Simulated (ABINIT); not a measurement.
Geometry relaxation of MoSi2 (part 4 of 4)

The same run, continued: MoSi2 (I4/mmm, 3 atoms in the cell); Kohn-Sham DFT of a periodic cell, PBE, PseudoDojo NC SR PBE v0.4.1 standard, no spin polarisation (ABINIT 10.8.3); cutoff 1088.46 eV, 9×9×9 k-mesh, fermi-dirac of 0.05 eV. The structure derives from an entry of the Crystallography Open Database.

Geometry of the input (Å; fractional positions):
```
-1.6000  1.6000  3.9305
1.6000  -1.6000  3.9305
1.6000  1.6000  -3.9305
Mo 0.0000  0.0000  0.0000
Si 0.6670  0.6670  0.0000
Si 0.3330  0.3330  0.0000
```

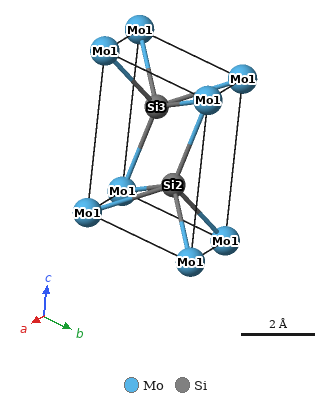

*The geometry at step 4 of the log (ball-and-stick view of the reduced cell, seen slightly off an axis; atoms are numbered from 1 in the order of the input).*

Output, continued
```
--- !ResultsGS
iteration_state: {dtset: 1, itime: 8, icycle: 1, }
comment   : Summary of ground state results
lattice_vectors:
- [ -3.0406837,   3.0406837,   7.4373944, ]
- [  3.0406837,  -3.0406837,   7.4373944, ]
- [  3.0406837,   3.0406837,  -7.4373944, ]
lattice_lengths: [   8.59106,    8.59106,    8.59106, ]
lattice_angles: [138.544, 138.544,  60.072, ] # degrees, (23, 13, 12)
lattice_volume:   2.7505737E+02
convergence: {deltae: -1.677E-12, res2:  2.489E-15, residm:  3.165E-07, diffor: null, }
etotal    :  -7.87958689E+01
entropy   :   0.00000000E+00
fermie    :   4.53790302E-01
cartesian_stress_tensor: # hartree/bohr^3
- [ -4.80145558E-07,   0.00000000E+00,   0.00000000E+00, ]
- [  0.00000000E+00,  -4.80145558E-07,   0.00000000E+00, ]
- [  0.00000000E+00,   0.00000000E+00,  -1.10471228E-06, ]
pressure_GPa:   2.0251E-02
xred      :
- [  6.3942E-20,  -2.1508E-20,  -1.1448E-19, Mo]
- [  6.6474E-01,   6.6474E-01,   8.6417E-18, Si]
- [  3.3526E-01,   3.3526E-01,   7.2021E-18, Si]
cartesian_forces: # hartree/bohr
- [  2.82344316E-22,   2.82344316E-22,   2.82344316E-22, ]
- [  9.84258301E-22,   9.84258301E-22,  -4.43617867E-06, ]
- [ -1.26660262E-21,  -1.26660262E-21,   4.43617867E-06, ]
force_length_stats: {min:   4.89034700E-22, max:   4.43617867E-06, mean:   2.95745245E-06, }
...

 Integrated electronic density in atomic spheres:
 ------------------------------------------------
 Atom  Sphere_radius  Integrated_density
    1        2.00000         10.60757471
    2        2.00000          1.76528469
    3        2.00000          1.76528469

---OUTPUT-----------------------------------------------------------------------

 Cartesian coordinates (xcart) [bohr]
 -6.07916254582129E-19 -8.82588707837794E-20  1.16700870630259E-18
  2.87631137277111E-16 -2.35077917235255E-16  9.88794025660249E+00
 -1.74105791615321E-17  6.12092655007709E-17  4.98684844379699E+00
 Reduced coordinates (xred)
  6.39424834569575E-20 -2.15082639685716E-20 -1.14476743054733E-19
  6.64744922147159E-01  6.64744922147159E-01  8.64167829074372E-18
  3.35255077852841E-01  3.35255077852841E-01  7.20211162321630E-18
 Cartesian forces (fcart) [Ha/bohr]; max,rms= 4.43618E-06 2.09123E-06 (free atoms)
  2.82344315751433E-22  2.82344315751433E-22  2.82344315751433E-22
  9.84258300506338E-22  9.84258300506338E-22 -4.43617867144613E-06
 -1.26660261625777E-21 -1.26660261625777E-21  4.43617867144613E-06
 Gradient of E wrt nuclear positions in reduced coordinates (gred)
 -2.09990601878072E-21 -2.09990601878072E-21  3.82866520892251E-22
  3.29936101874900E-05  3.29936101874900E-05 -3.29936101874900E-05
 -3.29936101874900E-05 -3.29936101874900E-05  3.29936101874900E-05
 Scale of Primitive Cell (acell) [bohr]
  8.59106215943750E+00  8.59106215943750E+00  8.59106215943749E+00
 Real space primitive translations (rprimd) [bohr]
 -3.04068366547194E+00  3.04068366547194E+00  7.43739435019974E+00
  3.04068366547194E+00 -3.04068366547194E+00  7.43739435019974E+00
  3.04068366547194E+00  3.04068366547194E+00 -7.43739435019974E+00
 Unitary Cell Volume (ucvol) [Bohr^3]=  2.75057368066084E+02
 Angles (23,13,12)= [degrees]
  1.38543539073841E+02  1.38543539073841E+02  6.00715548489122E+01
 Lengths [Bohr]
  8.59106215943750E+00  8.59106215943750E+00  8.59106215943749E+00
 Stress tensor in cartesian coordinates (strten) [Ha/bohr^3]
 -4.80145557934381E-07  0.00000000000000E+00  0.00000000000000E+00
  0.00000000000000E+00 -4.80145557943054E-07  0.00000000000000E+00
  0.00000000000000E+00  0.00000000000000E+00 -1.10471228363662E-06
 Total energy (etotal) [Ha]= -7.87958688515935E+01

 Difference of energy with previous step (new-old):
           Absolute (Ha)=-8.71360E-08
           Relative     =-1.10584E-09

--- Iteration: ( 9/50) Internal Cycle: (1/1)
--------------------------------------------------------------------------------

---SELF-CONSISTENT-FIELD CONVERGENCE--------------------------------------------

--- !BeginCycle
iteration_state: {dtset: 1, itime: 9, icycle: 1, }
solver: {iscf: 7, nstep: 80, nline: 4, wfoptalg: 0, }
tolerances: {tolvrs: 1.00E-12, }
...

     iter   Etot(hartree)      deltaE(h)  residm     vres2
 ETOT  1  -78.795868163203    -7.880E+01 3.034E-07 1.134E-02
 ETOT  2  -78.795867131385     1.032E-06 2.355E-07 2.771E-02
 ETOT  3  -78.795868862568    -1.731E-06 1.089E-07 2.006E-06
 ETOT  4  -78.795868863132    -5.638E-10 2.415E-07 2.065E-08
 ETOT  5  -78.795868863133    -1.407E-12 8.800E-08 8.770E-09
 ETOT  6  -78.795868863135    -1.691E-12 2.163E-07 1.401E-11
 ETOT  7  -78.795868863131     3.595E-12 7.873E-08 7.506E-14

 At SCF step    7       vres2   =  7.51E-14 < tolvrs=  1.00E-12 =>converged.

 Cartesian components of stress tensor (hartree/bohr^3)
  sigma(1 1)= -1.19961355E-07  sigma(3 2)=  0.00000000E+00
  sigma(2 2)= -1.19961355E-07  sigma(3 1)=  0.00000000E+00
  sigma(3 3)= -6.92208551E-08  sigma(2 1)=  0.00000000E+00

--- !ResultsGS
iteration_state: {dtset: 1, itime: 9, icycle: 1, }
comment   : Summary of ground state results
lattice_vectors:
- [ -3.0407180,   3.0407180,   7.4378285, ]
- [  3.0407180,  -3.0407180,   7.4378285, ]
- [  3.0407180,   3.0407180,  -7.4378285, ]
lattice_lengths: [   8.59146,    8.59146,    8.59146, ]
lattice_angles: [138.545, 138.545,  60.069, ] # degrees, (23, 13, 12)
lattice_volume:   2.7507964E+02
convergence: {deltae:  3.595E-12, res2:  7.506E-14, residm:  7.873E-08, diffor: null, }
etotal    :  -7.87958689E+01
entropy   :   0.00000000E+00
fermie    :   4.53751050E-01
cartesian_stress_tensor: # hartree/bohr^3
- [ -1.19961355E-07,   0.00000000E+00,   0.00000000E+00, ]
- [  0.00000000E+00,  -1.19961355E-07,   0.00000000E+00, ]
- [  0.00000000E+00,   0.00000000E+00,  -6.92208551E-08, ]
pressure_GPa:   3.0318E-03
xred      :
- [  6.4116E-20,  -2.1566E-20,  -1.1489E-19, Mo]
- [  6.6474E-01,   6.6474E-01,   8.6371E-18, Si]
- [  3.3526E-01,   3.3526E-01,   7.2052E-18, Si]
cartesian_forces: # hartree/bohr
- [ -1.41172158E-22,  -0.00000000E+00,  -0.00000000E+00, ]
- [  7.35830728E-22,   4.53486413E-22,  -1.62636064E-06, ]
- [ -5.94658571E-22,  -4.53486413E-22,   1.62636064E-06, ]
force_length_stats: {min:   1.41172158E-22, max:   1.62636064E-06, mean:   1.08424043E-06, }
...

 Integrated electronic density in atomic spheres:
 ------------------------------------------------
 Atom  Sphere_radius  Integrated_density
    1        2.00000         10.60432258
    2        2.00000          1.76534169
    3        2.00000          1.76534169

---OUTPUT-----------------------------------------------------------------------

 Cartesian coordinates (xcart) [bohr]
 -6.09891313486730E-19 -8.88185434979132E-20  1.17102877610451E-18
  4.27652439088084E-16 -3.75126658625979E-16  9.88847745534988E+00
  6.46085140558176E-17 -2.07908079302445E-17  4.98717946713541E+00
 Reduced coordinates (xred)
  6.41162835931031E-20 -2.15662367301522E-20 -1.14892247242991E-19
  6.64742236721187E-01  6.64742236721187E-01  8.63706858455829E-18
  3.35257763278813E-01  3.35257763278813E-01  7.20515772816802E-18
 Cartesian forces (fcart) [Ha/bohr]; max,rms= 1.62636E-06 7.66674E-07 (free atoms)
 -1.41172157875717E-22 -0.00000000000000E+00 -0.00000000000000E+00
  7.35830728391281E-22  4.53486412639848E-22 -1.62636063765501E-06
 -5.94658570515564E-22 -4.53486412639848E-22  1.62636063765501E-06
 Gradient of E wrt nuclear positions in reduced coordinates (gred)
 -4.29264726761504E-22  4.29264726761504E-22  4.29264726761503E-22
  1.20965914389952E-05  1.20965914389952E-05 -1.20965914389952E-05
 -1.20965914389952E-05 -1.20965914389952E-05  1.20965914389952E-05
 Scale of Primitive Cell (acell) [bohr]
  8.59146230736019E+00  8.59146230736019E+00  8.59146230736019E+00
 Real space primitive translations (rprimd) [bohr]
 -3.04071803690508E+00  3.04071803690508E+00  7.43782846124264E+00
  3.04071803690508E+00 -3.04071803690508E+00  7.43782846124264E+00
  3.04071803690508E+00  3.04071803690508E+00 -7.43782846124264E+00
 Unitary Cell Volume (ucvol) [Bohr^3]=  2.75079641619970E+02
 Angles (23,13,12)= [degrees]
  1.38545068631769E+02  1.38545068631769E+02  6.00692179366585E+01
 Lengths [Bohr]
  8.59146230736019E+00  8.59146230736019E+00  8.59146230736019E+00
 Stress tensor in cartesian coordinates (strten) [Ha/bohr^3]
 -1.19961354591233E-07  0.00000000000000E+00  0.00000000000000E+00
  0.00000000000000E+00 -1.19961354603376E-07  0.00000000000000E+00
  0.00000000000000E+00  0.00000000000000E+00 -6.92208550930051E-08
 Total energy (etotal) [Ha]= -7.87958688631313E+01

 Difference of energy with previous step (new-old):
           Absolute (Ha)=-1.15377E-08
           Relative     =-1.46426E-10

 At Broyd/MD step   9, gradients are converged :
  max grad (force/stress) = 1.1996E-05 < tolmxf= 2.0000E-05 ha/bohr (free atoms)

================================================================================

 ----iterations are completed or convergence reached----

 Mean square residual over all n,k,spin=   71.433E-12; max=  78.733E-09
 reduced coordinates (array xred) for    3 atoms
       0.000000000000     -0.000000000000     -0.000000000000
       0.664742236721      0.664742236721      0.000000000000
       0.335257763279      0.335257763279      0.000000000000
 rms dE/dt=  9.8768E-06; max dE/dt=  1.2097E-05; dE/dt below (all hartree)
    1       0.000000000000      0.000000000000      0.000000000000
    2       0.000012096591      0.000012096591     -0.000012096591
    3      -0.000012096591     -0.000012096591      0.000012096591

 cartesian coordinates (angstrom) at end:
    1     -0.00000000000000    -0.00000000000000     0.00000000000000
    2      0.00000000000000    -0.00000000000000     5.23275691634928
    3      0.00000000000000    -0.00000000000000     2.63910171890103

 cartesian forces (hartree/bohr) at end:
    1     -0.00000000000000    -0.00000000000000    -0.00000000000000
    2      0.00000000000000     0.00000000000000    -0.00000162636064
    3     -0.00000000000000    -0.00000000000000     0.00000162636064
 frms,max,avg= 7.6667376E-07 1.6263606E-06   0.000E+00  0.000E+00  0.000E+00 h/b

 cartesian forces (eV/Angstrom) at end:
    1     -0.00000000000000    -0.00000000000000    -0.00000000000000
    2      0.00000000000000     0.00000000000000    -0.00008363082651
    3     -0.00000000000000    -0.00000000000000     0.00008363082651
 frms,max,avg= 3.9423950E-05 8.3630827E-05   0.000E+00  0.000E+00  0.000E+00 e/A
 length scales=  8.591462307360  8.591462307360  8.591462307360 bohr
              =  4.546406058303  4.546406058303  4.546406058303 angstroms
 Fermi (or HOMO) energy (hartree) =   0.45375   Average Vxc (hartree)=  -0.45266
 Eigenvalues (hartree) for nkpt=  75  k points:
 kpt#   1, nband= 15, wtk=  0.00137, kpt=  0.0000  0.0000  0.0000 (reduced coord)
  -1.77634   -0.82605   -0.82344   -0.82344   -0.03337    0.22428    0.33040    0.34634
   0.36122    0.36122    0.46924    0.56886    0.57611    0.58342    0.58342
      occupation numbers for kpt#   1
   2.00000    2.00000    2.00000    2.00000    2.00000    2.00000    2.00000    2.00000
   2.00000    2.00000    0.00044    0.00000    0.00000    0.00000    0.00000
 prteigrs : prtvol=0 or 1, do not print more k-points.

--- !EnergyTerms
iteration_state     : {dtset: 1, itime: 9, icycle: 1, }
comment             : Components of total free energy in Hartree
kinetic             :  2.56616778275707E+01
hartree             :  1.51337161483149E+01
xc                  : -1.35711635092654E+01
Ewald energy        : -6.24468974011163E+01
psp_core            :  2.77066713444720E+00
local_psp           : -5.60024106327726E+01
non_local_psp       :  9.65861875936324E+00
internal            : -7.87957916734583E+01
'-kT*entropy'       : -7.71896729948013E-05
total_energy        : -7.87958688631312E+01
total_energy_eV     : -2.14414482222233E+03
band_energy         : -4.57705999593559E+00
...

 rms coord change=  1.5052E-03   atom, delta coord (reduced):
     1        0.000000000000     -0.000000000000     -0.000000000000
     2       -0.002257763279     -0.002257763279     -0.000000000000
     3        0.002257763279      0.002257763279      0.000000000000

 Cartesian components of stress tensor (hartree/bohr^3)
  sigma(1 1)= -1.19961355E-07  sigma(3 2)=  0.00000000E+00
  sigma(2 2)= -1.19961355E-07  sigma(3 1)=  0.00000000E+00
  sigma(3 3)= -6.92208551E-08  sigma(2 1)=  0.00000000E+00

-Cartesian components of stress tensor (GPa)         [Pressure=  3.0318E-03 GPa]
- sigma(1 1)= -3.52938490E-03  sigma(3 2)=  0.00000000E+00
- sigma(2 2)= -3.52938490E-03  sigma(3 1)=  0.00000000E+00
- sigma(3 3)= -2.03654787E-03  sigma(2 1)=  0.00000000E+00

== END DATASET(S) ==============================================================
================================================================================

 -outvars: echo values of variables after computation  --------
            acell      8.5914623074E+00  8.5914623074E+00  8.5914623074E+00 Bohr
           etotal     -7.8795868863E+01
            fcart     -1.4117215788E-22 -0.0000000000E+00 -0.0000000000E+00
                       7.3583072839E-22  4.5348641264E-22 -1.6263606377E-06
                      -5.9465857052E-22 -4.5348641264E-22  1.6263606377E-06
            rprim     -3.5392322379E-01  3.5392322379E-01  8.6572322559E-01
                       3.5392322379E-01 -3.5392322379E-01  8.6572322559E-01
                       3.5392322379E-01  3.5392322379E-01 -8.6572322559E-01
           strten     -1.1996135459E-07 -1.1996135460E-07 -6.9220855093E-08
                       0.0000000000E+00  0.0000000000E+00  0.0000000000E+00
           xangst     -3.2274058401E-19 -4.7000749093E-20  6.1968174121E-19
                       2.2630392480E-16 -1.9850847881E-16  5.2327569163E+00
                       3.4189353245E-17 -1.1002021745E-17  2.6391017189E+00
             xred      6.4116283593E-20 -2.1566236730E-20 -1.1489224724E-19
                       6.6474223672E-01  6.6474223672E-01  8.6370685846E-18
                       3.3525776328E-01  3.3525776328E-01  7.2051577282E-18
 Calculation completed.
```

Trajectory as extended XYZ (Å, eV, eV/Å), 9 frames, from step=0 to step=8
```
3
Lattice="-1.6000 1.6000 3.9305 1.6000 -1.6000 3.9305 1.6000 1.6000 -3.9305" Properties=species:S:1:pos:R:3:forces:R:3 step=0 energy=-2144.13517
Mo    0.0000    0.0000    0.0000    0.0000   0.0000   0.0000
Si    0.0000    0.0000    5.2433    0.0000   0.0000  -0.3029
Si    0.0000    0.0000    2.6177    0.0000   0.0000   0.3029
3
Lattice="-1.6046 1.6046 3.9360 1.6046 -1.6046 3.9360 1.6046 1.6046 -3.9360" Properties=species:S:1:pos:R:3:forces:R:3 step=1 energy=-2144.14015
Mo    0.0000    0.0000    0.0000    0.0000   0.0000   0.0000
Si    0.0000    0.0000    5.2475    0.0000   0.0000  -0.2582
Si    0.0000    0.0000    2.6245    0.0000   0.0000   0.2582
3
Lattice="-1.6100 1.6100 3.9386 1.6100 -1.6100 3.9386 1.6100 1.6100 -3.9386" Properties=species:S:1:pos:R:3:forces:R:3 step=2 energy=-2144.14341
Mo    0.0000    0.0000    0.0000    0.0000   0.0000   0.0000
Si    0.0000    0.0000    5.2446    0.0000   0.0000  -0.1550
Si    0.0000    0.0000    2.6327    0.0000   0.0000   0.1550
3
Lattice="-1.6108 1.6108 3.9368 1.6108 -1.6108 3.9368 1.6108 1.6108 -3.9368" Properties=species:S:1:pos:R:3:forces:R:3 step=3 energy=-2144.14423
Mo    0.0000    0.0000    0.0000    0.0000   0.0000   0.0000
Si    0.0000    0.0000    5.2385    0.0000   0.0000  -0.0891
Si    0.0000    0.0000    2.6351    0.0000   0.0000   0.0891
3
Lattice="-1.6103 1.6103 3.9341 1.6103 -1.6103 3.9341 1.6103 1.6103 -3.9341" Properties=species:S:1:pos:R:3:forces:R:3 step=4 energy=-2144.14475
Mo    0.0000    0.0000    0.0000    0.0000   0.0000   0.0000
Si    0.0000    0.0000    5.2309    0.0000   0.0000  -0.0120
Si    0.0000    0.0000    2.6373    0.0000   0.0000   0.0120
3
Lattice="-1.6095 1.6095 3.9342 1.6095 -1.6095 3.9342 1.6095 1.6095 -3.9342" Properties=species:S:1:pos:R:3:forces:R:3 step=5 energy=-2144.14480
Mo    0.0000    0.0000    0.0000    0.0000   0.0000   0.0000
Si    0.0000    0.0000    5.2306    0.0000   0.0000  -0.0011
Si    0.0000    0.0000    2.6379    0.0000   0.0000   0.0011
3
Lattice="-1.6091 1.6091 3.9351 1.6091 -1.6091 3.9351 1.6091 1.6091 -3.9351" Properties=species:S:1:pos:R:3:forces:R:3 step=6 energy=-2144.14482
Mo    0.0000    0.0000    0.0000    0.0000   0.0000   0.0000
Si    0.0000    0.0000    5.2317    0.0000   0.0000  -0.0001
Si    0.0000    0.0000    2.6385    0.0000   0.0000   0.0001
3
Lattice="-1.6091 1.6091 3.9357 1.6091 -1.6091 3.9357 1.6091 1.6091 -3.9357" Properties=species:S:1:pos:R:3:forces:R:3 step=7 energy=-2144.14482
Mo    0.0000    0.0000    0.0000    0.0000   0.0000   0.0000
Si    0.0000    0.0000    5.2325    0.0000   0.0000  -0.0002
Si    0.0000    0.0000    2.6389    0.0000   0.0000   0.0002
3
Lattice="-1.6091 1.6091 3.9359 1.6091 -1.6091 3.9359 1.6091 1.6091 -3.9359" Properties=species:S:1:pos:R:3:forces:R:3 step=8 energy=-2144.14482
Mo    0.0000    0.0000    0.0000    0.0000   0.0000   0.0000
Si    0.0000    0.0000    5.2328    0.0000   0.0000  -0.0001
Si    0.0000    0.0000    2.6391    0.0000   0.0000   0.0001
```

Summary

```tsv
quantity	value
outcome	converged
space group (tolerance 0.01 Å)	I4/mmm (139)
electrons treated	22
free energy	−2144.1448 eV
Fermi energy	12.347 eV
gap on the k-point mesh	none (metallic)
pressure	0.00 GPa
final volume	40.76 Å³
largest force (length of the vector) at the end	under 0.001 eV/Å
final cell	a = 4.546 Å, b = 4.546 Å, c = 4.546 Å, α = 138.55°, β = 138.55°, γ = 60.07°
hardware	4 threads of Arm Neoverse V2, 24 GiB of memory available, shared host
wall time	7.7 min (CPU time 31 min)
peak memory	0.52 GiB
```
